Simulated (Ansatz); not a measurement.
# Nudged elastic band of Si8O15 (part 1 of 3)

The run: nudged elastic band of Si8O15 (defect cell, 23 atoms in the cell). Method and program: DFT PBE-D3(BJ), scalar-relativistic, plane waves, PAW, PAW set soft_1, no spin polarisation (Ansatz 0.2.0).

The structure derives from an entry of the Crystallography Open Database. It belongs to a series of runs on one base structure; here: band between the two ends. Figures and captions count atoms from 1; the log counts them from 0 in places.

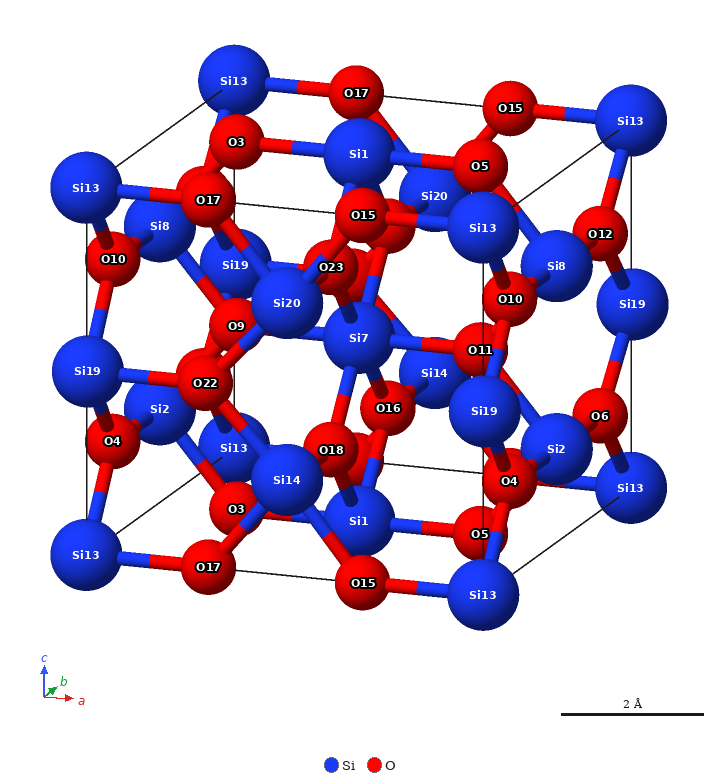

Fig. 1: The starting structure (ball-and-stick view of the cell of the calculation, seen slightly off an axis; atoms are numbered from 1 in the order of the input). An atom can appear more than once, as a periodic image. Near neighbours in the periodic cell (some may lie outside the picture): Si has 6 O at 1.76 to 1.84 Å; O has 3 Si at 1.76 to 1.84 Å; Si has 5 O at 1.77 to 1.83 Å.

Input
```yaml
crystal:
  lattice:
    - [-4.2244, -4.2244, 0.0]
    - [4.2244, -4.2244, 0.0]
    - [0.0, 0.0, 5.3792]
  atoms:
    - { symbol: Si, position: [0.5013855, 0.49981553, 0.00136449] }
    - { symbol: Si, position: [-0.00140415, 0.49980756, 0.25215755] }
    - { symbol: O, position: [0.1926657, 0.49981428, 0.0013685] }
    - { symbol: O, position: [-0.00617587, 0.1930636, 0.25339107] }
    - { symbol: O, position: [0.80636977, 0.49980274, 0.00136125] }
    - { symbol: O, position: [-0.00618717, 0.80655261, 0.25338382] }
    - { symbol: Si, position: [0.50043289, 0.49980499, 0.50136379] }
    - { symbol: Si, position: [-0.0013989, 0.49980155, 0.75057315] }
    - { symbol: O, position: [0.19255801, 0.49981968, 0.5013618] }
    - { symbol: O, position: [-0.00617427, 0.1930625, 0.74935826] }
    - { symbol: O, position: [0.80623699, 0.49981428, 0.50136223] }
    - { symbol: O, position: [-0.00617719, 0.80655004, 0.74936586] }
    - { symbol: Si, position: [-0.00044758, -0.00019053, 0.00138347] }
    - { symbol: Si, position: [0.50557521, -0.00018875, 0.26036074] }
    - { symbol: O, position: [0.69539606, -0.00018686, 0.00136281] }
    - { symbol: O, position: [0.50124691, 0.69289017, 0.25325482] }
    - { symbol: O, position: [0.30717733, -0.00019526, 0.00136071] }
    - { symbol: O, position: [0.50124431, 0.30672627, 0.25325298] }
    - { symbol: Si, position: [0.00352861, -0.0002091, 0.50138365] }
    - { symbol: Si, position: [0.50560722, -0.00019538, 0.74232543] }
    - { symbol: O, position: [0.5012465, 0.69288501, 0.74947301] }
    - { symbol: O, position: [0.29926918, -0.00020492, 0.50134871] }
    - { symbol: O, position: [0.50122596, 0.3067319, 0.74947541] }
basis:
  ecutwfc: 420.0
kpoints:
  mp_grid: { grid: [2, 2, 2] }
hamiltonian:
  xc: pbe
  dispersion: d3bj
  pseudopotentials: { kind: paw, azcp: { folder: soft_1 } }
scf:
  occupations: { method: fermi_dirac, width: 0.05 }
  lower_state_search: "off"
neb:
  images: 5
  f_tol: 0.03
  initial_path: idpp
  max_iterations: 52
  spring: 1.0
  final_atoms:
    - { symbol: Si, position: [0.4980151, 0.5, 0.0] }
    - { symbol: Si, position: [0.00081737, 0.5, 0.25078314] }
    - { symbol: O, position: [0.19305212, 0.5, 0.0] }
    - { symbol: O, position: [0.00562593, 0.19325892, 0.25200157] }
    - { symbol: O, position: [0.8067716, 0.5, 0.0] }
    - { symbol: O, position: [0.00562593, 0.80674108, 0.25200157] }
    - { symbol: Si, position: [0.49902301, 0.5, 0.5] }
    - { symbol: Si, position: [0.00081737, 0.5, 0.74921686] }
    - { symbol: O, position: [0.19315109, 0.5, 0.5] }
    - { symbol: O, position: [0.00562593, 0.19325892, 0.74799843] }
    - { symbol: O, position: [0.80682957, 0.5, 0.5] }
    - { symbol: O, position: [0.00562593, 0.80674108, 0.74799843] }
    - { symbol: Si, position: [-0.00034691, 0.0, 0.0] }
    - { symbol: Si, position: [0.49374475, 0.0, 0.25898988] }
    - { symbol: O, position: [0.69221966, 0.0, 0.0] }
    - { symbol: O, position: [0.49813033, 0.69307849, 0.25187691] }
    - { symbol: O, position: [0.30397538, 0.0, 0.0] }
    - { symbol: O, position: [0.49813033, 0.30692151, 0.25187691] }
    - { symbol: Si, position: [-0.00383164, 0.0, 0.5] }
    - { symbol: Si, position: [0.49374475, 0.0, 0.74101012] }
    - { symbol: O, position: [0.49813033, 0.69307849, 0.74812309] }
    - { symbol: O, position: [0.70009173, 0.0, 0.5] }
    - { symbol: O, position: [0.49813033, 0.30692151, 0.74812309] }
  order_check: true
```

Command:
```bash
ansatz run input.yaml --threads 1 --pin off --max-ram 3072MiB --backend cpu --events-out ev --progress --plain --runs-dir out
```

Log
```
Warning: neb: disabling space-group detection — the band's intermediate images generally break the endpoint symmetry, so no spatial operation reduces the k-mesh or symmetrises the density, except that a semilocal band can use its path's symmetry ahead of convergence; time reversal is kept, so that k and −k are solved as one point where they differ and the mesh holds both, and exact exchange and, on two spinor components, a DFT+U term hold to it where the run has them: on two components no moment then forms, and a state that bears one, which a typed moment (crystal.atoms[].spin; refused beside efield: under a hybrid functional) reaches, can lie lower, under hf by electronvolts; crystal.symmetry.detect: false (a key that needs symmetry detection or time reversal refuses this as the deck is read) with time_reversal: false beside it drops time reversal too
Engine: ansatz 0.2.0, aarch64-unknown-linux-gnu
Pseudopotentials: kind: paw
Pseudopotential: Si, paw, valence charge 4, recommended cutoff 420 eV (normal), [file]
Pseudopotential: O, paw, valence charge 6, recommended cutoff 420 eV (normal), [file]
Functional definition: PBE
  parameter kappa = 0.804
  parameter beta = 0.06672455060314922
  exchange = pbe_x(kappa = kappa, mu = beta*pi^2/3)
  correlation = pbe_c(beta = beta)
NEB image 0
Crystal: 23 atoms, lattice volume = 191.990 Å³
Basis set: ecut = 420 eV, 3713 PW (Γ), exchange–correlation on 80×80×72 points (8 copies of the dense FFT grid, shifted against one another)
Bands: 84, of which v1, the nominal top of the filled ones, is band 61 counted from 1 (60 counted from 0)
Symmetry: 1 space group operations
k-points: 8
Non-local potential: Si, projectors of the file, l = 0: 2, l = 1: 2, l = 2: 1
Non-local potential: O, projectors of the file, l = 0: 2, l = 1: 2, l = 2: 1
PAW form: soft (Blöchl's): semilocal exchange-correlation on the pseudo side does not see the compensation charge
PAW one-centre angular grid: Si, 110 points (default); XC on 64 Gauss nodes
PAW one-centre angular grid: O, 110 points (default); XC on 64 Gauss nodes
Initial density: superposition of atomic densities (chi_scale 0.1, normalization cell, long waves kept (reshape's long-wave potential 0.14 eV rms))
Initial wavefunctions: pseudopotential atomic-orbital guess
Functional: x = pbe(κ = 0.804, μ = 0.2195149727645171), c = pbe(β = 0.06672455060314922)
SCF iter   1: F=—  HF=-13629.695243 eV  |F-HF|=—  |Δ(HF+E_count)|=         —  Δρ=1.36e-1  dr2=2.92e1  ethr=3.10e-3  ⟨swp⟩=6.5  Hψ=3118  notcnv=0  defer=71
preconditioner: auto → Resta (q_TF=auto, 2.530 Å⁻¹)  ε∞=3.5  [insulator: Δε(μ)=3.145 eV  Ē_g=18.594 eV  σ=0.050 eV  W_gap=1.00  n_scr=48 (ndim 8)  ℏωp=29.6 eV  f_vac=0.000  D(μ)=0.00/eV (n_scr^D=0)  ε∞_Penn≈3.5]
SCF iter   2: F=—  HF=-13622.142420 eV  |F-HF|=—  |Δ(HF+E_count)|=    7.55e0  Δρ=4.51e-2  dr2=1.81e0  ethr=3.10e-3  ⟨swp⟩=3.2  Hψ=1375  notcnv=0  defer=129
SCF iter   3: F=—  HF=-13622.127976 eV  |F-HF|=—  |Δ(HF+E_count)|=   1.44e-2  Δρ=2.25e-2  dr2=4.49e-1  ethr=1.48e-3  ⟨swp⟩=2.0  Hψ=830  notcnv=0  defer=130
SCF iter   4: F=—  HF=-13622.186213 eV  |F-HF|=—  |Δ(HF+E_count)|=   5.82e-2  Δρ=1.89e-3  dr2=4.63e-3  ethr=3.68e-4  ⟨swp⟩=4.0  Hψ=1116  notcnv=0  defer=130
SCF iter   5: F=—  HF=-13622.188979 eV  |F-HF|=—  |Δ(HF+E_count)|=   2.77e-3  Δρ=1.15e-3  dr2=1.77e-3  ethr=3.80e-6  ⟨swp⟩=2.0  Hψ=1227  notcnv=0  defer=130
SCF iter   6: F=—  HF=-13622.188874 eV  |F-HF|=—  |Δ(HF+E_count)|=   1.05e-4  Δρ=1.92e-4  dr2=6.25e-5  ethr=1.45e-6  ⟨swp⟩=2.0  Hψ=1004  notcnv=0  defer=130
SCF iter   7: F=—  HF=-13622.188930 eV  |F-HF|=—  |Δ(HF+E_count)|=   5.57e-5  Δρ=4.94e-5  dr2=3.41e-6  ethr=5.12e-8  ⟨swp⟩=2.0  Hψ=1060  notcnv=0  defer=130
SCF iter   8: F=—  HF=-13622.188931 eV  |F-HF|=—  |Δ(HF+E_count)|=   1.08e-6  Δρ=3.42e-5  dr2=1.50e-6  ethr=2.79e-9  ⟨swp⟩=2.4  Hψ=1028  notcnv=0  defer=130
SCF iter   9: F=-13622.188931 eV  HF=-13622.188931 eV  |F-HF|=1.90e-8  |Δ(HF+E_count)|=   3.01e-7  Δρ=6.41e-6  dr2=6.24e-8  ethr=8.20e-11  ⟨swp⟩=3.9  Hψ=2709  notcnv=0
SCF 1 converged in 9 iterations: F = -13622.188931 eV  dr2 = 6.24e-8
  greatest PAW one-centre occupation: 0.862 electrons in one spin orbital (limit 2), on the O atom at site 21 (counted from 0), in its partial waves of l = 0
NSCF: frozen V_eff on 8 k-points
NEB image 6
SCF iter   1: F=—  HF=-13629.694065 eV  |F-HF|=—  |Δ(HF+E_count)|=         —  Δρ=1.36e-1  dr2=2.92e1  ethr=3.10e-3  ⟨swp⟩=6.5  Hψ=3117  notcnv=0  defer=69
preconditioner: auto → Resta (q_TF=auto, 2.530 Å⁻¹)  ε∞=3.5  [insulator: Δε(μ)=3.147 eV  Ē_g=18.594 eV  σ=0.050 eV  W_gap=1.00  n_scr=48 (ndim 8)  ℏωp=29.6 eV  f_vac=0.000  D(μ)=0.00/eV (n_scr^D=0)  ε∞_Penn≈3.5]
SCF iter   2: F=—  HF=-13622.142226 eV  |F-HF|=—  |Δ(HF+E_count)|=    7.55e0  Δρ=4.51e-2  dr2=1.81e0  ethr=3.10e-3  ⟨swp⟩=3.2  Hψ=1375  notcnv=0  defer=129
SCF iter   3: F=—  HF=-13622.127998 eV  |F-HF|=—  |Δ(HF+E_count)|=   1.42e-2  Δρ=2.25e-2  dr2=4.49e-1  ethr=1.48e-3  ⟨swp⟩=2.0  Hψ=830  notcnv=0  defer=130
SCF iter   4: F=—  HF=-13622.186248 eV  |F-HF|=—  |Δ(HF+E_count)|=   5.82e-2  Δρ=1.89e-3  dr2=4.64e-3  ethr=3.68e-4  ⟨swp⟩=4.0  Hψ=1118  notcnv=0  defer=130
SCF iter   5: F=—  HF=-13622.189016 eV  |F-HF|=—  |Δ(HF+E_count)|=   2.77e-3  Δρ=1.15e-3  dr2=1.76e-3  ethr=3.80e-6  ⟨swp⟩=2.0  Hψ=1223  notcnv=0  defer=130
SCF iter   6: F=—  HF=-13622.188916 eV  |F-HF|=—  |Δ(HF+E_count)|=   9.99e-5  Δρ=1.91e-4  dr2=6.20e-5  ethr=1.44e-6  ⟨swp⟩=2.0  Hψ=1000  notcnv=0  defer=130
SCF iter   7: F=—  HF=-13622.188951 eV  |F-HF|=—  |Δ(HF+E_count)|=   3.45e-5  Δρ=4.88e-5  dr2=3.33e-6  ethr=5.08e-8  ⟨swp⟩=2.0  Hψ=1060  notcnv=0  defer=130
SCF iter   8: F=—  HF=-13622.188952 eV  |F-HF|=—  |Δ(HF+E_count)|=   1.07e-6  Δρ=3.39e-5  dr2=1.47e-6  ethr=2.73e-9  ⟨swp⟩=2.4  Hψ=1028  notcnv=0  defer=130
SCF iter   9: F=-13622.188952 eV  HF=-13622.188952 eV  |F-HF|=1.85e-8  |Δ(HF+E_count)|=   2.94e-7  Δρ=6.39e-6  dr2=6.19e-8  ethr=8.20e-11  ⟨swp⟩=4.0  Hψ=2721  notcnv=0
SCF 2 converged in 9 iterations: F = -13622.188952 eV  dr2 = 6.19e-8
NSCF: frozen V_eff on 8 k-points
NEB end point (image 0): max|allowed force component| = 1.677e-2 eV/Å (the criterion of neb.relax_end_points is 1.000e-2)
NEB end point (image 6): max|allowed force component| = 8.358e-3 eV/Å (the criterion of neb.relax_end_points is 1.000e-2)
NEB image 1
Initial density: superposition of atomic densities (chi_scale 0.1, normalization cell, long waves kept (reshape's long-wave potential 0.13 eV rms))
SCF iter   1: F=—  HF=-13628.581985 eV  |F-HF|=—  |Δ(HF+E_count)|=         —  Δρ=1.38e-1  dr2=3.01e1  ethr=3.10e-3  ⟨swp⟩=6.6  Hψ=3151  notcnv=0  defer=63
preconditioner: auto → Resta (q_TF=auto, 2.530 Å⁻¹)  ε∞=3.5  [insulator: Δε(μ)=2.210 eV  Ē_g=18.637 eV  σ=0.050 eV  W_gap=1.00  n_scr=48 (ndim 8)  ℏωp=29.6 eV  f_vac=0.000  D(μ)=0.00/eV (n_scr^D=0)  ε∞_Penn≈3.5]
SCF iter   2: F=—  HF=-13620.703347 eV  |F-HF|=—  |Δ(HF+E_count)|=    7.88e0  Δρ=4.54e-2  dr2=1.91e0  ethr=3.10e-3  ⟨swp⟩=3.1  Hψ=1367  notcnv=0  defer=133
SCF iter   3: F=—  HF=-13620.650308 eV  |F-HF|=—  |Δ(HF+E_count)|=   5.30e-2  Δρ=2.25e-2  dr2=4.76e-1  ethr=1.57e-3  ⟨swp⟩=2.0  Hψ=825  notcnv=0  defer=135
SCF iter   4: F=—  HF=-13620.699017 eV  |F-HF|=—  |Δ(HF+E_count)|=   4.87e-2  Δρ=2.02e-3  dr2=5.29e-3  ethr=3.90e-4  ⟨swp⟩=4.1  Hψ=1077  notcnv=0  defer=135
[...]
  greatest PAW one-centre occupation: 0.869 electrons in one spin orbital (limit 2), on the O atom at site 21 (counted from 0), in its partial waves of l = 0
NEB image 2
Initial density: superposition of atomic densities (chi_scale 0.1, normalization cell, long waves kept (reshape's long-wave potential 0.12 eV rms))
preconditioner: auto → Resta (q_TF=auto, 2.530 Å⁻¹)  ε∞=3.5  [insulator: Δε(μ)=0.984 eV  Ē_g=18.651 eV  σ=0.050 eV  W_gap=1.00  n_scr=48 (ndim 8)  ℏωp=29.6 eV  f_vac=0.000  D(μ)=0.00/eV (n_scr^D=0)  ε∞_Penn≈3.5]
  greatest PAW one-centre occupation: 0.882 electrons in one spin orbital (limit 2), on the O atom at site 21 (counted from 0), in its partial waves of l = 0
NEB image 3
Initial density: superposition of atomic densities (chi_scale 0.1, normalization cell, long waves kept (reshape's long-wave potential 0.11 eV rms))
preconditioner: auto → Resta (q_TF=auto, 2.530 Å⁻¹)  ε∞=3.5  [insulator: Δε(μ)=0.346 eV  Ē_g=18.660 eV  σ=0.050 eV  W_gap=0.93  n_scr=48 (ndim 8)  ℏωp=29.6 eV  f_vac=0.000  D(μ)=0.62/eV (n_scr^D=0)  ε∞_Penn≈3.5]
preconditioner: auto → Kerker (q_TF=auto, 2.530 Å⁻¹)  [metal: Δε(μ)=0.044 eV  Ē_g=17.834 eV  σ=0.050 eV  W_gap=0.21  n_scr=48 (ndim 8)  ℏωp=29.6 eV  f_vac=0.000  D(μ)=3.58/eV (n_scr^D=18)]
  greatest PAW one-centre occupation: 0.889 electrons in one spin orbital (limit 2), on the O atom at site 21 (counted from 0), in its partial waves of l = 0
NEB image 4
preconditioner: auto → Resta (q_TF=auto, 2.530 Å⁻¹)  ε∞=3.5  [insulator: Δε(μ)=0.994 eV  Ē_g=18.652 eV  σ=0.050 eV  W_gap=1.00  n_scr=48 (ndim 8)  ℏωp=29.6 eV  f_vac=0.000  D(μ)=0.00/eV (n_scr^D=0)  ε∞_Penn≈3.5]
NEB image 5
preconditioner: auto → Resta (q_TF=auto, 2.530 Å⁻¹)  ε∞=3.5  [insulator: Δε(μ)=2.214 eV  Ē_g=18.636 eV  σ=0.050 eV  W_gap=1.00  n_scr=48 (ndim 8)  ℏωp=29.6 eV  f_vac=0.000  D(μ)=0.00/eV (n_scr^D=0)  ε∞_Penn≈3.5]
NEB iter   1: max|band force component| = 5.098e0 eV/Å  barrier→ = 6.2143 eV  barrier← = 6.2143 eV  Δτ_max = 0.1088 Å  (68 SCF iters)
NEB image 1
Initial density: handed on by an earlier stage of this run
Initial wavefunctions: those handed on with the density
preconditioner: auto → Resta (q_TF=auto, 2.530 Å⁻¹)  ε∞=3.8  [insulator: Δε(μ)=2.158 eV  Ē_g=17.811 eV  σ=0.050 eV  W_gap=1.00  n_scr=48 (ndim 8)  ℏωp=29.6 eV  f_vac=0.000  D(μ)=0.00/eV (n_scr^D=0)  ε∞_Penn≈3.8]
  greatest PAW one-centre occupation: 0.867 electrons in one spin orbital (limit 2), on the O atom at site 21 (counted from 0), in its partial waves of l = 0
NEB image 2
preconditioner: auto → Resta (q_TF=auto, 2.530 Å⁻¹)  ε∞=3.8  [insulator: Δε(μ)=1.107 eV  Ē_g=17.830 eV  σ=0.050 eV  W_gap=1.00  n_scr=48 (ndim 8)  ℏωp=29.6 eV  f_vac=0.000  D(μ)=0.00/eV (n_scr^D=0)  ε∞_Penn≈3.8]
  greatest PAW one-centre occupation: 0.879 electrons in one spin orbital (limit 2), on the O atom at site 21 (counted from 0), in its partial waves of l = 0
NEB image 3
preconditioner: auto → Kerker (q_TF=auto, 2.530 Å⁻¹)  [metal: Δε(μ)=0.068 eV  Ē_g=17.803 eV  σ=0.050 eV  W_gap=0.32  n_scr=48 (ndim 8)  ℏωp=29.6 eV  f_vac=0.000  D(μ)=3.41/eV (n_scr^D=18)]
  greatest PAW one-centre occupation: 0.888 electrons in one spin orbital (limit 2), on the O atom at site 21 (counted from 0), in its partial waves of l = 0
NEB image 4
preconditioner: auto → Resta (q_TF=auto, 2.530 Å⁻¹)  ε∞=3.8  [insulator: Δε(μ)=1.116 eV  Ē_g=17.830 eV  σ=0.050 eV  W_gap=1.00  n_scr=48 (ndim 8)  ℏωp=29.6 eV  f_vac=0.000  D(μ)=0.00/eV (n_scr^D=0)  ε∞_Penn≈3.8]
NEB image 5
preconditioner: auto → Resta (q_TF=auto, 2.530 Å⁻¹)  ε∞=3.8  [insulator: Δε(μ)=2.161 eV  Ē_g=17.811 eV  σ=0.050 eV  W_gap=1.00  n_scr=48 (ndim 8)  ℏωp=29.6 eV  f_vac=0.000  D(μ)=0.00/eV (n_scr^D=0)  ε∞_Penn≈3.8]
NEB iter   2: max|band force component| = 2.668e0 eV/Å  barrier→ = 5.6111 eV  barrier← = 5.6112 eV  Δτ_max = 0.1784 Å  (39 SCF iters)
[... from here on the SCF iterations and repeated set-up lines of each step are left out, up to the last step ...]
NEB image 1
NEB image 2
NEB image 3
NEB image 4
NEB image 5
NEB iter   3: max|band force component| = 1.069e0 eV/Å  barrier→ = 5.1811 eV  barrier← = 5.1811 eV  Δτ_max = 0.1582 Å  (40 SCF iters)
NEB image 1
NEB image 2
NEB image 3
NEB image 4
NEB image 5
NEB iter   4: max|band force component| = 4.305e-1 eV/Å  barrier→ = 5.1649 eV  barrier← = 5.1649 eV  CI = image 3  Δτ_max = 0.0224 Å  (36 SCF iters)
NEB image 1
NEB image 2
NEB image 3
NEB image 4
NEB image 5
NEB iter   5: max|band force component| = 2.241e-1 eV/Å  barrier→ = 5.1594 eV  barrier← = 5.1594 eV  CI = image 3  Δτ_max = 0.0176 Å  (32 SCF iters)
NEB image 1
NEB image 2
NEB image 3
NEB image 4
NEB image 5
NEB iter   6: max|band force component| = 1.210e-1 eV/Å  barrier→ = 5.1569 eV  barrier← = 5.1569 eV  CI = image 3  Δτ_max = 0.0114 Å  (29 SCF iters)
NEB image 1
NEB image 2
NEB image 3
NEB image 4
NEB image 5
NEB iter   7: max|band force component| = 9.251e-2 eV/Å  barrier→ = 5.1548 eV  barrier← = 5.1549 eV  CI = image 3  Δτ_max = 0.0068 Å  (27 SCF iters)
NEB image 1
NEB image 2
NEB image 3
```
